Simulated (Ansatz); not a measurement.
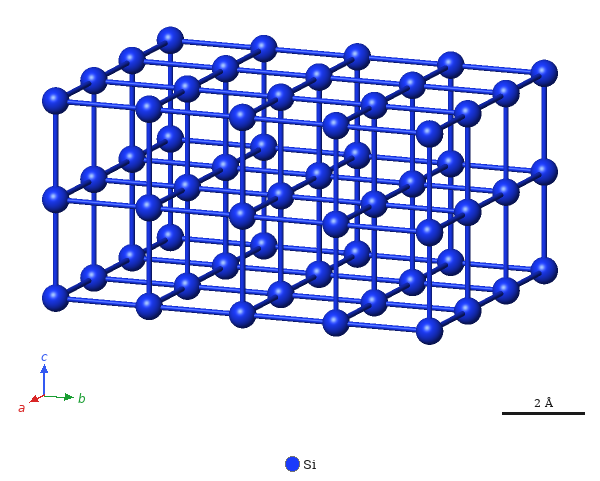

**Figure 1.** The starting structure (ball-and-stick view of the cell of the calculation, repeated 3 × 4 × 2, seen slightly off an axis). An atom can appear more than once, as a periodic image.

**Si: geometry relaxation**

System: Si (1 atom in the cell).
Method: DFT PBEsol, scalar-relativistic, plane waves, PAW, no spin polarisation (Ansatz 0.2.0).

The structure was made by swapping elements on the sites of another compound; it need not be a known phase. It belongs to a series of runs on one base structure; here: P -> Si on all its sites, cell and atoms relaxed.

## The input
```yaml
crystal:
  lattice:
    - [2.4801351267, 0.0, 0.0]
    - [0.0, 2.4801351267, 0.0]
    - [0.0, 0.0, 2.4801578607]
  atoms:
    - { symbol: Si, position: [0.0, 0.0, 0.0] }
basis:
  ecutwfc: 420
kpoints:
  mp_grid: { grid: [16, 16, 16] }
hamiltonian:
  xc: pbesol
scf:
  occupations: { method: gaussian, width: 0.1 }
output:
  forces: true
  stress: true
  eigenvalues: true
  write_density: true
  write_potential: true
  elf: true
  volumetric_format: npy
relax:
  adjacent_minimum: "off"
  f_tol: 0.01
  max_steps: 60
  cell: { stress_tol: 0.1 }
```

Hardware: 1 thread of Intel Xeon @ 2.70GHz, 189 GiB of memory available, shared host.

Launch command:
```bash
ansatz run input.yaml --threads 1 --pin off --max-ram 2560MiB --backend cpu --events-out ev --progress --plain --runs-dir out
```

## What the program printed
```
Warning: 32 symmetry operations that the atoms keep within the bar at which the run's group was sought (crystal.symmetry.tolerance 1.0e-5, or twice it) were not taken beside the 16 unitary ones that the detection took (of a slab, those that keep its plane). If the more symmetric cell is meant, write the vectors of crystal.lattice to more decimals, or, with the positions in fractional coordinates, give it by lengths and angles (which lays the cell in the standard orientation, to which the deck's other Cartesian keys then refer), with the lengths that are meant to be equal typed equal, the angles likewise, and each angle that the symmetry fixes typed at its exact value (of a frozen-density pass: in the run whose state it reads). The detection then takes those 32 too, where the atoms keep them as a group. The lattice (crystal.lattice as typed, or as saved on a frozen-density pass laid at its state's geometry) misses each of them by more than the tolerance, the farthest off changing a squared length by the fraction 1.8e-5. The run does not impose them: its cell is that one, or, where this deck is also told that its lattice was moved onto its group, that cell laid onto the operations that were taken. If the cell is strained on purpose, what lies past the tolerance is rightly left out.
Engine: ansatz 0.2.0, x86_64-unknown-linux-gnu
Pseudopotentials: kind: paw
Pseudopotential: Si, paw, valence charge 4, recommended cutoff 420 eV (normal), Si.paw.azcp
Functional definition: PBEsol
  exchange = pbesol_x
  correlation = pbesol_c
Crystal: 1 atoms, lattice volume = 15.256 Å³
Basis set: ecut = 420 eV, 305 PW (Γ), exchange–correlation on 36×36×36 points (8 copies of the dense FFT grid, shifted against one another)
Bands: 6, of which v1, the nominal top of the filled ones, is band 2 counted from 1 (1 counted from 0)
Symmetry: 16 space group operations
k-points: 405 of 4096
Non-local potential: Si, projectors of the file, l = 0: 2, l = 1: 2, l = 2: 2
PAW form: soft (Blöchl's): semilocal exchange-correlation on the pseudo side does not see the compensation charge
PAW frozen core: Si, regenerated for the run's functional, and the local potential with it (the file was generated under x = pbe(κ = 0.804, μ = 0.2195149727645171), c = pbe(β = 0.06672455060314922))
PAW one-centre angular grid: Si, 110 points (default); XC on 64 Gauss nodes
Initial density: superposition of atomic densities (neutral atoms: chi_scale 0, normalization atom), corrected by the library's trained network
Initial wavefunctions: pseudopotential atomic-orbital guess
Functional: x = pbesol(κ = 0.804, μ = 0.12345679012345678), c = pbesol(β = 0.046)
SCF iter   1: F=—  HF=-621.222364 eV  |F-HF|=—  |Δ(HF+E_count)|=         —  Δρ=2.43e-3  dr2=6.00e-4  ethr=1.77e-3  ⟨swp⟩=5.3  Hψ=23127  notcnv=0
preconditioner: auto → none  [metal: Δε(μ)=0.067 eV  Ē_g=13.897 eV  σ=0.100 eV  W_gap=0.35  n_scr=0 (ndim 8)  ℏωp=19.0 eV  f_vac=0.000  D(μ)=0.37/eV (n_scr^D=0)]
SCF iter   2: F=—  HF=-621.222391 eV  |F-HF|=—  |Δ(HF+E_count)|=   2.66e-5  Δρ=1.25e-3  dr2=1.63e-4  ethr=1.50e-5  ⟨swp⟩=1.5  Hψ=5908  notcnv=0
SCF iter   3: F=—  HF=-621.222409 eV  |F-HF|=—  |Δ(HF+E_count)|=   1.86e-5  Δρ=1.35e-4  dr2=3.70e-6  ethr=4.09e-6  ⟨swp⟩=2.0  Hψ=3221  notcnv=0
SCF iter   4: F=—  HF=-621.222376 eV  |F-HF|=—  |Δ(HF+E_count)|=   3.29e-5  Δρ=4.78e-5  dr2=4.32e-7  ethr=9.25e-8  ⟨swp⟩=1.0  Hψ=2431  notcnv=0
iter 5 did not close the SCF: its close was put off for the readings that it lacked (scf_convergence_deferred on its scf_iter line)
SCF iter   5: F=-621.222376 eV  HF=-621.222376 eV  |F-HF|=2.19e-9  |Δ(HF+E_count)|=   1.78e-7  Δρ=5.16e-6  dr2=5.21e-9  ethr=1.08e-8  ⟨swp⟩=2.0  Hψ=3223  notcnv=0
SCF iter   6: F=-621.222376 eV  HF=-621.222376 eV  |F-HF|=4.60e-11  |Δ(HF+E_count)|=   1.72e-9  Δρ=7.00e-7  dr2=9.82e-11  ethr=1.30e-10  ⟨swp⟩=4.5  Hψ=9803  notcnv=0
SCF 1 converged in 6 iterations: F = -621.222376 eV  dr2 = 9.82e-11
  greatest PAW one-centre occupation: 0.665 electrons in one spin orbital (limit 2), on the Si atom at site 0 (counted from 0), in its partial waves of l = 0
relax step   1: F+E_penalty+E_count = -621.22237614 eV  Δ(F+E_penalty+E_count) = +0.000e0 eV  max|allowed force component| = 0.000e0 eV/Å  Δτ_max = 0.0000 Å  P = +4.343 GPa  Ω = 15.256 Å³  (6 SCF iters, dr2 threshold 1.00e-7 eV, accepted)
Crystal: 1 atoms, lattice volume = 15.672 Å³
Initial density: handed on by an earlier stage of this run
Initial wavefunctions: those handed on with the density
iter 1 solved again at ethr=2.32e-6 eV; its pass at ethr=3.10e-3 eV (dr2=9.28e-5 eV) is discarded
SCF iter   1: F=—  HF=-621.229376 eV  |F-HF|=—  |Δ(HF+E_count)|=         —  Δρ=8.33e-4  dr2=8.94e-5  ethr=2.32e-6  ⟨swp⟩=2.1  Hψ=24865  notcnv=0
preconditioner: auto → none  [insulator: Δε(μ)=0.113 eV  Ē_g=13.677 eV  σ=0.100 eV  W_gap=0.52  n_scr=0 (ndim 8)  ℏωp=18.8 eV  f_vac=0.000  D(μ)=0.36/eV (n_scr^D=0)  ε∞_Penn≈2.9]
SCF iter   2: F=—  HF=-621.229312 eV  |F-HF|=—  |Δ(HF+E_count)|=   6.30e-5  Δρ=4.02e-4  dr2=1.99e-5  ethr=2.24e-6  ⟨swp⟩=1.0  Hψ=2430  notcnv=0
SCF iter   3: F=-621.229305 eV  HF=-621.229305 eV  |F-HF|=1.27e-8  |Δ(HF+E_count)|=   7.78e-6  Δρ=1.57e-5  dr2=1.78e-8  ethr=2.50e-9  ⟨swp⟩=7.4  Hψ=15648  notcnv=0
SCF 2 converged in 3 iterations: F = -621.229305 eV  dr2 = 1.78e-8
  greatest PAW one-centre occupation: 0.664 electrons in one spin orbital (limit 2), on the Si atom at site 0 (counted from 0), in its partial waves of l = 0
relax step   2: F+E_penalty+E_count = -621.22930471 eV  Δ(F+E_penalty+E_count) = -6.929e-3 eV  max|allowed force component| = 0.000e0 eV/Å  Δτ_max = 0.0000 Å  P = +1.114 GPa  Ω = 15.672 Å³  energy of the carried Pulay correction = -7.047e-5 eV  (3 SCF iters, dr2 threshold 1.00e-7 eV, accepted)
Crystal: 1 atoms, lattice volume = 15.821 Å³
iter 1 solved again at ethr=2.89e-7 eV; its pass at ethr=3.10e-3 eV (dr2=1.16e-5 eV) is discarded
SCF iter   1: F=—  HF=-621.229859 eV  |F-HF|=—  |Δ(HF+E_count)|=         —  Δρ=2.94e-4  dr2=1.12e-5  ethr=2.89e-7  ⟨swp⟩=2.0  Hψ=23752  notcnv=0
preconditioner: auto → none  [insulator: Δε(μ)=0.126 eV  Ē_g=13.602 eV  σ=0.100 eV  W_gap=0.55  n_scr=0 (ndim 8)  ℏωp=18.7 eV  f_vac=0.000  D(μ)=0.37/eV (n_scr^D=0)  ε∞_Penn≈2.9]
SCF iter   2: F=—  HF=-621.229824 eV  |F-HF|=—  |Δ(HF+E_count)|=   3.51e-5  Δρ=1.43e-4  dr2=2.53e-6  ethr=2.81e-7  ⟨swp⟩=1.0  Hψ=2430  notcnv=0
SCF iter   3: F=-621.229823 eV  HF=-621.229823 eV  |F-HF|=1.80e-9  |Δ(HF+E_count)|=   8.50e-7  Δρ=5.51e-6  dr2=2.11e-9  ethr=2.50e-9  ⟨swp⟩=6.0  Hψ=10640  notcnv=0
SCF 3 converged in 3 iterations: F = -621.229823 eV  dr2 = 2.11e-9
relax step   3: F+E_penalty+E_count = -621.22982345 eV  Δ(F+E_penalty+E_count) = -5.187e-4 eV  max|allowed force component| = 0.000e0 eV/Å  Δτ_max = 0.0000 Å  P = +0.062 GPa  Ω = 15.821 Å³  energy of the carried Pulay correction = -9.524e-5 eV  (3 SCF iters, dr2 threshold 1.00e-7 eV, accepted)
Initial wavefunctions: pseudopotential atomic-orbital guess (no wavefunctions were taken with the density)
iter 1 solved again at ethr=1.19e-7 eV; its pass at ethr=3.10e-3 eV (dr2=4.74e-6 eV) is discarded
SCF iter   1: F=—  HF=-621.229970 eV  |F-HF|=—  |Δ(HF+E_count)|=         —  Δρ=2.63e-5  dr2=9.38e-9  ethr=1.19e-7  ⟨swp⟩=2.9  Hψ=30039  notcnv=0
SCF iter   2: F=—  HF=-621.229938 eV  |F-HF|=—  |Δ(HF+E_count)|=   3.20e-5  Δρ=1.37e-5  dr2=2.90e-9  ethr=2.35e-10  ⟨swp⟩=2.0  Hψ=3261  notcnv=0
SCF iter   3: F=—  HF=-621.229938 eV  |F-HF|=—  |Δ(HF+E_count)|=   1.57e-8  Δρ=1.01e-6  dr2=5.82e-11  ethr=7.25e-11  ⟨swp⟩=2.0  Hψ=3243  notcnv=0
SCF iter   4: F=-621.229938 eV  HF=-621.229938 eV  |F-HF|=7.96e-13  |Δ(HF+E_count)|=  1.24e-11  Δρ=3.33e-7  dr2=6.70e-12  ethr=1.00e-12  ⟨swp⟩=5.0  Hψ=6963  notcnv=0
SCF 4 converged in 4 iterations: F = -621.229938 eV  dr2 = 6.70e-12
relax step   4: F+E_penalty+E_count = -621.22993784 eV  Δ(F+E_penalty+E_count) = -1.144e-4 eV  max|allowed force component| = 0.000e0 eV/Å  Δτ_max = 0.0000 Å  P = +0.073 GPa  Ω = 15.821 Å³  stress off target by 7.34e-2 GPa  SCF on the basis re-selected at this cell (its energy is not comparable with the rows above)  (4 SCF iters)
```

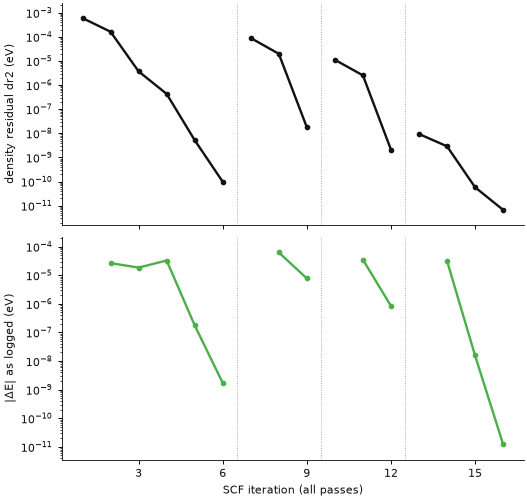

**Figure 2.** Convergence of the self-consistent field: density residual dr2 and size of the energy change against the SCF iteration. The dotted lines part the SCF passes of the relaxation: geometry steps, rejected trials and re-solves on a re-selected basis. The passes take 6, 3, 3 and 4 iterations.

```
basis re-selected at this cell: Δ(F+E_penalty+E_count) = -1.144e-4 eV, ΔP = +0.011 GPa vs the last step (what re-selecting the basis moved, of the pressure what is left beyond the Pulay correction that the steps carried, after the strain that the cell walked since its last selection, with what the two solves' SCF thresholds leave and, on support functions, any second-order correction that the steps lacked; it is no measure of the basis error at this ecutwfc). This SCF's stress stands 7.34e-2 GPa from its target on what of the cell is left free (relax.cell.stress_tol is 1.00e-1 GPa) and its largest allowed force component is 0.00e0 eV/Å (relax.f_tol is 1.00e-2 eV/Å): within both
SCF converged after 4 iterations
Free energy (F): -621.229938 eV
Harris-Foulkes:  -621.229938 eV  (|F-HF|=7.96e-13)
Internal energy: -621.228112 eV  (E = F + TS)
E sigma→0 (E₀):  -621.229025 eV
Entropy (-TS):   -0.001826 eV (-1.826 meV/atom)
Fermi energy:    8.964185 eV
--- Per-component energies (eV) ---
  E_band       = 14.776164
  E_kinetic    = 40.718841
  E_local      = -5.408603  (includes V_loc(G=0)·N_el)
  E_nonlocal   = 25.786605
  E_hartree    = 1.689680
  E_xc         = -55.266422
  E_vxc        = -47.569783  (∫ρ·V_xc dr)
  E_paw        = -498.583094  (= ΣΔE_a)
  E_vpaw       = -2.130263  (= ΣTr[D̂ρ^β])
  E_aug_tail   = 0.000006  (compensation charges beyond the density's cutoff)
  E_ewald      = -130.196685
  E_core_change = 0.031561  (= ΣΔE_core)
  E_smearing   = -0.001826  (= −TS)
  E_closure    = -0.000000  (closes the sum)
  Σ components = -621.229938   (vs F -621.229938, Δ=0.00e0)
--- Forces (eV/Å), atoms counted from 1 ---
  atom   1  Si    -0.00000000     0.00000000     0.00000000
  max |Σ_I F_I| component: 6.16e-33 eV/Å
--- Stress (GPa, compression-positive) ---
        0.073429       0.000000       0.000000
        0.000000       0.073429       0.000000
        0.000000       0.000000       0.073033
  P = ⅓ Tr σ = 0.0733 GPa (0.733 kbar)
--- Band table (eV; the first three rows and the last of 405) ---
  k-point 0: bands = ["-4.3910", "16.4645", "16.4646", "16.8192", "16.8193", "16.8193"]
  k-point 1: bands = ["-4.3027", "14.4629", "16.5360", "16.8924", "16.8924", "18.6813"]
  k-point 2: bands = ["-4.0385", "12.2866", "16.7472", "17.1108", "17.1108", "20.3917"]
  k-point 404: bands = ["9.5872", "9.5872", "9.5872", "12.8670", "14.0652", "14.0652"]
--- Relaxed structure (3 steps of the walk, 3 accepted, 1 SCFs on fresh bases) ---
  F+E_penalty+E_count = -621.22993784 eV   max|allowed force component| = 0.000e0 eV/Å   (the final SCF, on the basis selected at the relaxed cell)
  cell:  # Å, volume = 15.8212 Å³
    - [2.510420352445447, 1.9259240597853147e-34, 0.0]
    - [1.9259240597853147e-34, 2.510420352445447, 0.0]
    - [0.0, 0.0, 2.510425278772982]
  atoms:
    - { symbol: Si, position: [0.0, 0.0, 0.0] }
```

## Trajectory as extended XYZ (Å, eV, eV/Å), 4 frames, from step=1 to step=4
```
1
Lattice="2.4801 0.0000 0.0000 0.0000 2.4801 0.0000 0.0000 0.0000 2.4802" Properties=species:S:1:pos:R:3:forces:R:3 step=1 energy=-621.22238 pressure_GPa=4.34
Si    0.0000    0.0000    0.0000    0.0000   0.0000   0.0000
1
Lattice="2.5025 0.0000 0.0000 0.0000 2.5025 0.0000 0.0000 0.0000 2.5025" Properties=species:S:1:pos:R:3:forces:R:3 step=2 energy=-621.22930 pressure_GPa=1.11
Si    0.0000    0.0000    0.0000    0.0000   0.0000   0.0000
1
Lattice="2.5104 0.0000 0.0000 0.0000 2.5104 0.0000 0.0000 0.0000 2.5104" Properties=species:S:1:pos:R:3:forces:R:3 step=3 energy=-621.22982 pressure_GPa=0.06
Si    0.0000    0.0000    0.0000    0.0000   0.0000   0.0000
1
Lattice="2.5104 0.0000 0.0000 0.0000 2.5104 0.0000 0.0000 0.0000 2.5104" Properties=species:S:1:pos:R:3:forces:R:3 step=4 energy=-621.22994 pressure_GPa=0.07
Si    0.0000    0.0000    0.0000    0.0000   0.0000   0.0000
```

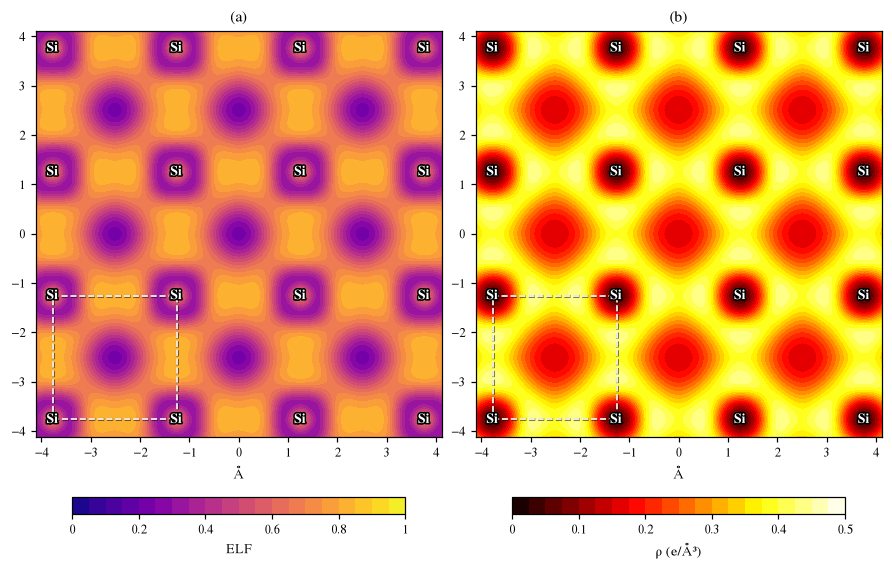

**Figure 3.** (a) electron localisation function; (b) valence pseudo-density on the (100) plane of the conventional cell. Atoms in the plane: Si. Si–Si (2.51 Å): the density is about 0.4 e/Å³ at the midpoint, a local maximum along the line; the ELF peaks at about 0.85 between the atoms, which marks localised, shared-pair bonding. Away from the nuclei the density in this plane falls to 0.15 e/Å³ at its lowest. The fields are those of the smooth PAW valence density.

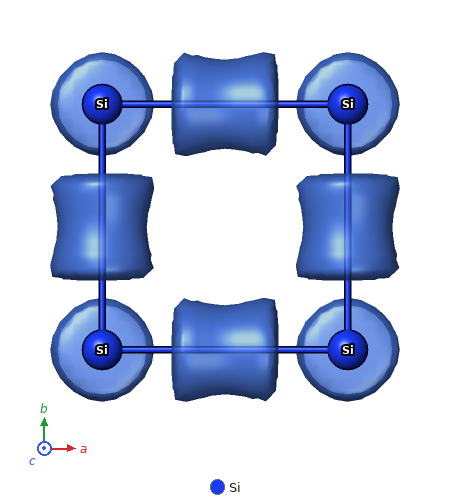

**Figure 4.** Isosurface of the electron localisation function at 0.7 (blue), seen along the c axis. Core shells and regions of very low density are left out. Sticks mark near contacts. The outline is the cell set on symmetry axes. Along the contacts the grid gives the following.

## Results in brief

| quantity | value |
| --- | --- |
| outcome | converged |
| space group (tolerance 0.01 Å) | Pm-3m (221) |
| electrons treated | 4 |
| free energy | −621.2299 eV |
| Fermi energy | 8.964 eV |
| gap on the k-point mesh | none (metallic) |
| pressure | 0.07 GPa |
| final volume | 15.82 Å³ |
| largest force (length of the vector) at the end | under 0.001 eV/Å |
| final cell | a = 2.510 Å, b = 2.510 Å, c = 2.510 Å, α = 90.00°, β = 90.00°, γ = 90.00° |
| wall time | 13 s |
| peak memory | 0.37 GiB |

## Remarks

The program warns: near-symmetries of the structure were not used.
